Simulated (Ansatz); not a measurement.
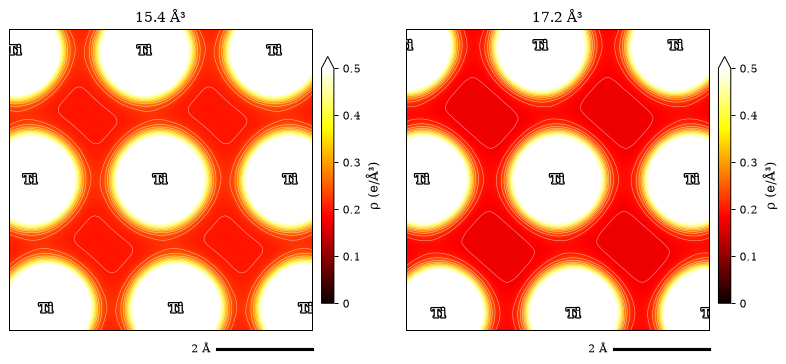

Ti. The valence electron density of cells scaled evenly to different volumes (given per atom above each panel), on the (001) plane of each (indices in the axes of the cell below), at one length scale and on one colour scale.

Computed without spin polarisation; PAW files of the earlier set (soft_1).

All numbers below come from Ansatz, DFT PBE, scalar-relativistic, plane waves, PAW.

Core electrons are frozen (PAW), and the valence fields are smoothed inside the atomic spheres.

The largest cell:

```
CELL_PARAMETERS angstrom
-1.51042 1.51042 1.88999
1.51042 -1.51042 1.88999
1.51042 1.51042 -1.88999
ATOMIC_POSITIONS crystal
Ti 0.00000 0.00000 0.00000
```

| volume (Å³/atom) | Ti–Ti contact in the plane (Å) | ρ at its midpoint (e/Å³) | pressure (GPa) | 
| --- | --- | --- | --- |
| 15.41 | 2.747 | 0.220 | 15.7 | 
| 16.33 | 2.801 | ? | ? | 
| 17.25 | 2.852 | 0.191 | 0.8 | 

What values belong in the row with question marks?

Over the known rows ln ρ falls by 1.35 per Å of Ti–Ti distance (the line through the two), which gives 0.205 e/Å³ at 2.801 Å; the calculation gives 0.203 e/Å³. For the pressure, a straight line in volume between the neighbouring rows gives 8.3 GPa; the calculation gives 7.4, lower because pressure rises ever faster on compression.
